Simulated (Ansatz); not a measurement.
Consider Na.

The calculation's input:

```
crystal:
  lattice:
    - [3.7670009976, 0.0, 0.0]
    - [-1.8835004988, 3.26231856, 0.0]
    - [0.0, 0.0, 6.154]
  atoms:
    - { symbol: Na, position: [0.4023026862, 0.8046053724, 0.25] }
    - { symbol: Na, position: [0.6666666667, 0.3333333333, 0.75] }
basis:
  ecutwfc: 420
kpoints:
  mp_grid: { grid: [12, 12, 8] }
hamiltonian:
  xc: pbesol
scf:
  occupations: { method: gaussian, width: 0.15 }
output:
  forces: true
  stress: true
  eigenvalues: true
  write_density: true
  write_potential: true
  elf: true
  volumetric_format: npy
```

Launched as:

```sh
ansatz run input.yaml --threads 1 --pin off --max-ram 2560MiB --backend cpu --events-out ev --progress --plain --runs-dir out
```

Below, planes, directions and counts refer to the conventional cell (a = 3.77 Å, b = 6.52 Å, c = 6.15 Å, α = 90.00°, β = 90.00°, γ = 90.00°).

Space group Cmcm; changed on purpose from its base cell (atom 1 (Na) moved by (+0.450, +0.000) A along y and z).

The calculation used DFT PBEsol, scalar-relativistic, plane waves, PAW (Ansatz 0.2.0).

**Predict the valence pseudo-density and electron localisation function between the atoms.**

Na–Na (3.77 Å): ρ at the midpoint is about 0.02 e/Å³; the ELF is about 0.45 at the midpoint.

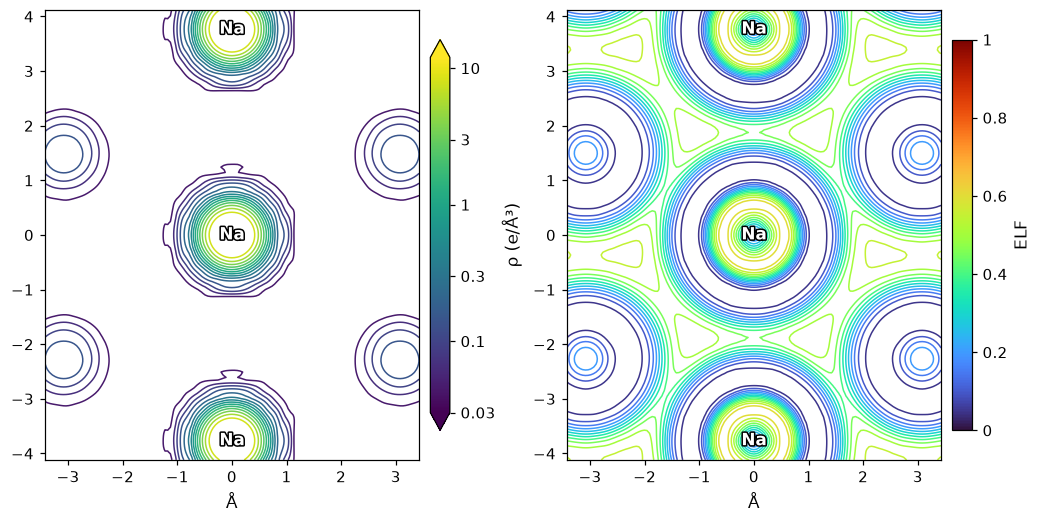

Computed valence pseudo-density and electron localisation function on the (110) plane of the conventional cell, in this order. Atoms just off the plane (Na, 0.9 Å away) can leave unmarked features too.

In a PAW calculation such maps are meaningful between the atoms, not at the nuclei.
